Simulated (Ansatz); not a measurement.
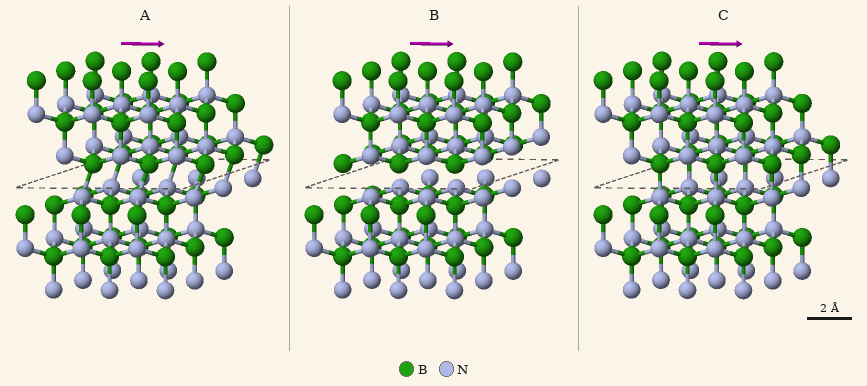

A crystal of BN (F-43m): the crystal above a cut along the (1 −1 1) plane of the conventional cell (between a plane of N below and one of B above, 1.57 Å apart) is slid rigidly by fractions of an in-plane lattice vector 2.56 Å long (a generalised stacking fault). One cut stands in each cell, which starts 12.6 Å high; nothing is relaxed, and the dashed outline marks the cut, the arrow on top the direction of slip. The picture is a ball-and-stick view of the layers on both sides of the cut, seen from the side, nearly along the cut plane.

All numbers below come from Ansatz 0.2.0, DFT r2SCAN, scalar-relativistic, plane waves, PAW. (plane-wave cutoff 500 eV; k-point mesh 10 × 10 × 2; occupations gaussian; smearing width 0.05 eV; no spin polarisation). Energies (free energies at the smearing named) are counted from the cell as listed in its source, which wasn't relaxed.

Order these geometries by energy, lowest first.

Lowest first: C (the slip 0.00, 0 mJ/m²), A (the slip 0.20, 2327 mJ/m²), B (the slip 0.50, 8318 mJ/m²). Over the whole scan: the curve starts and ends at zero, since a full lattice vector restores the crystal. Its highest computed point is 8318 mJ/m² at slip 0.50, which the unstable stacking-fault energy of this rigid path equals or slightly exceeds. No local minimum shows among the points, so there is no metastable fault on this line. The path is symmetric about half-way. Relaxation across the fault would lower the values.
